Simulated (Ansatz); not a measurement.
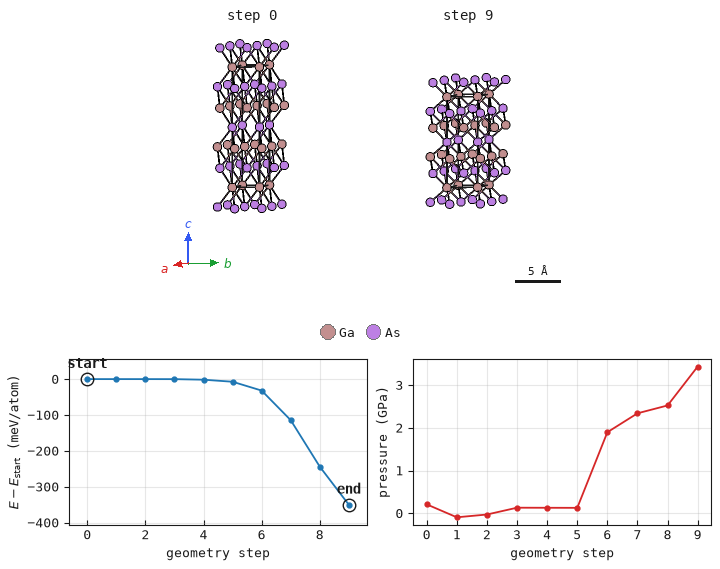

First and last geometry of a relaxation of solid GaAs (built on the CuPt (L1 type), with the history of the run. The picture is a ball-and-stick view of the conventional cell (3 times the calculation's cell), seen from a free direction. Lengths and directions refer to the drawn axes.

Case: CuPt (L1_1) type (R-3m, No. 166).

All numbers below come from Ansatz, DFT r2SCAN, scalar-relativistic, plane waves, PAW. (plane-wave cutoff 500 eV; k-point mesh 24 × 24 × 24; occupations gaussian; smearing width 0.1 eV; no spin polarisation; cell and atoms relaxed; force threshold 0.01 eV/Å; at most 80 steps)

**What do the curves and the structures tell?**

The run was cut off at its time limit before the relaxation converged, so the last structure is only a point on the way. No atom moves by more than 0.005 Å relative to the cell. Cell: a = b 3.103 → 3.506 Å (+13.0 %), c 13.603 → 10.273 Å (−24.5 %). Volume −3.6 %. Near-neighbour distances that change, for instance: As–As 3.103 → 3.506 Å, As–Ga 2.890 → 2.651 Å. Bond angles that change, for instance: As–Ga–As 115.0° → 97.2°, Ga–As–Ga 115.0° → 97.2°, Ga–As–Ga 65.0° → 82.8°. The space group stays R-3m (No. 166). After 9 geometry steps the energy has fallen by 350 meV per atom. All forces vanish by symmetry, so only the cell relaxes. The pressure goes from 0.21 to 3.43 GPa. Cost: 22 min on 1 thread of Arm Neoverse V1, with other jobs on the host, peak memory 1.3 GiB.
